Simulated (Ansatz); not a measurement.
System: Ni, space group Im-3m (No. 229).

Structure:
```
CELL_PARAMETERS angstrom
-1.40063 1.40063 1.40063
1.40063 -1.40063 1.40063
1.40063 1.40063 -1.40063
ATOMIC_POSITIONS crystal
Ni 0.00000 0.00000 0.00000
```

One of the inputs:
```
crystal:
  lattice:
    - [-1.400633654, 1.400633654, 1.400633654]
    - [1.400633654, -1.400633654, 1.400633654]
    - [2.801267308, 2.801267308, -2.801267308]
  atoms:
    - { symbol: Ni, position: [0.0, 0.0, 0.0], spin: 0.8 }
    - { symbol: Ni, position: [0.0, 0.0, 0.5], spin: -0.8 }
basis:
  ecutwfc: 420
  ecutrho_ratio: 4
kpoints:
  mp_grid: { grid: [20, 20, 10] }
hamiltonian:
  xc: pbe
scf:
  occupations: { method: gaussian, width: 0.05 }
output:
  forces: true
  stress: true
  eigenvalues: true
  populations: true
magnetization:
  spin_polarized: true
```

Method: plane-wave density functional theory, PAW datasets, Gaussian smearing 0.05 eV: magnetic starts at the geometry given; energies counted from the first row's state on a like mesh; signs (u up, d down) over the magnetic atoms in order; propagation vectors in reciprocal vectors of the given cell (Ansatz 0.2.0). Level: PBE, collinear spin.

| setting | value |
| --- | --- |
| PAW set | soft_2 |
| wave cutoff | 420 eV |
| k mesh of first row | 20×20×20 |

Key: 1 = ferromagnetic (signs u); 2 = no spin polarisation; 3 = antiferromagnetic, doubled cell, propagation vector 0, 0, 1/2 (signs ud); 4 = antiferromagnetic, doubled cell, propagation vector 1/2, 1/2, 1/2 (signs ud); 5 = small parallel starting moments (signs u).

What does the calculation give for the energy relative to the first start of each magnetic start?

No. 3 ended without moments. Among these starts the lowest are no. 1, no. 4 and no. 5, which are equal within what the calculation resolves; the next, no. 2, is 16.56 meV/atom higher.

```tsv
magnetic start	energy relative to the first start (meV/atom)	largest moment (μB)	pressure (GPa)
no. 1	0.00	0.614	0
no. 2	16.56	0.000	-2
no. 3	16.56	0.000	-2
no. 4	0.00	0.614	0
no. 5	0.00	0.614	0
```

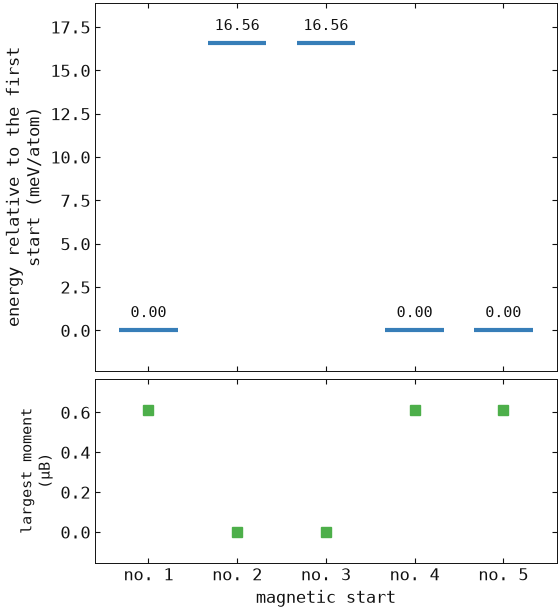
